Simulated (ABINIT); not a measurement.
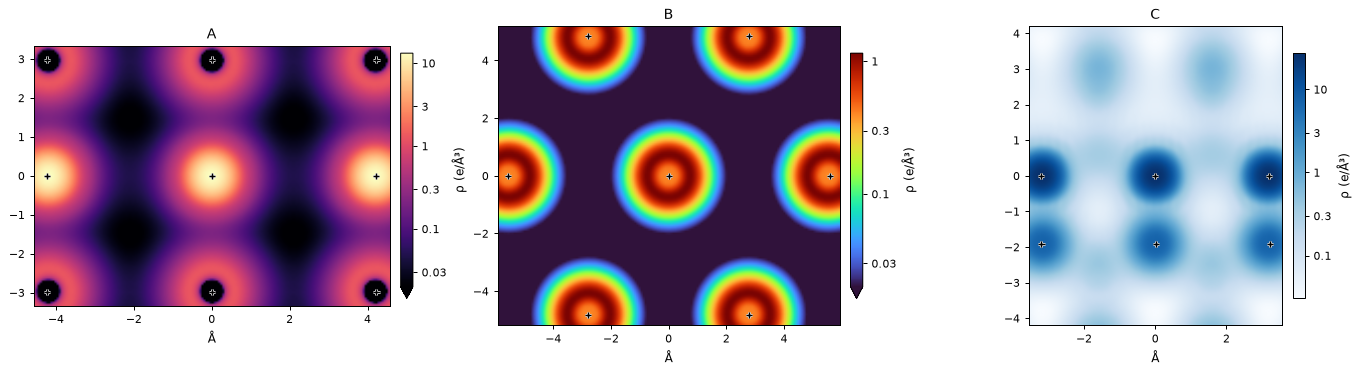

The valence electron density of 3 systems, each on a plane through atoms (crosses mark nuclei in the plane).

Computed with Kohn-Sham DFT of a periodic cell, PBE, JTH PAW PBE v2.0 (ABINIT 10.8.3).

System 1: PbS, the (001) plane of the standardised cell. Space group Cm; a structure from a database of computed crystals, not necessarily the ambient phase.

```cif
data_structure
_symmetry_space_group_name_H-M 'P 1'
_symmetry_Int_Tables_number 1
_cell_length_a 4.2253
_cell_length_b 5.9766
_cell_length_c 4.2269
_cell_angle_alpha 89.969
_cell_angle_beta 90.000
_cell_angle_gamma 90.000
_cell_volume 106.74
loop_
_atom_site_label
_atom_site_type_symbol
_atom_site_fract_x
_atom_site_fract_y
_atom_site_fract_z
_atom_site_occupancy
Pb1 Pb 0.50000 0.50000 0.53902 1
Pb2 Pb 0.00000 0.00000 0.03902 1
S1 S 0.50092 0.99946 0.55403 1
S2 S 0.00092 0.49946 0.05403 1
```

System 2: Cs, the (111) plane of the conventional cell. Space group Fm-3m; a structure from a database of computed crystals, not necessarily the ambient phase.

System 3: CoO, the (101) plane of the cell of the magnetic structure. Space group P1; a structure from a database of computed crystals, not necessarily the ambient phase; not relaxed (largest force 0.3 eV/Å); spin-polarised.

```xyz
4
Lattice="-1.6022 -0.9250 5.1329 -1.6022 2.7751 0.0000 -1.6022 -0.9250 -2.5665" Properties=species:S:1:pos:R:3 pbc="T T T"
Co   -1.5854   -0.9153   -2.5223
Co   -3.1876    0.0097    0.0441
O    -1.6336    0.9181    0.7024
O    -1.6336   -0.9320    3.2689
```

**Which map belongs to which system?**

Panel A is system 1, PbS: the plane holds Pb and S. Pb–S (2.99 Å): ρ at the midpoint is about 0.22 e/Å³. Panel B is system 2, Cs: the plane holds Cs. Cs–Cs (5.58 Å): ρ is about 0.01 e/Å³ halfway. Panel C is system 3, CoO: the plane holds Co and O. Co–O (1.91 Å): ρ at the midpoint is about 0.7 e/Å³.
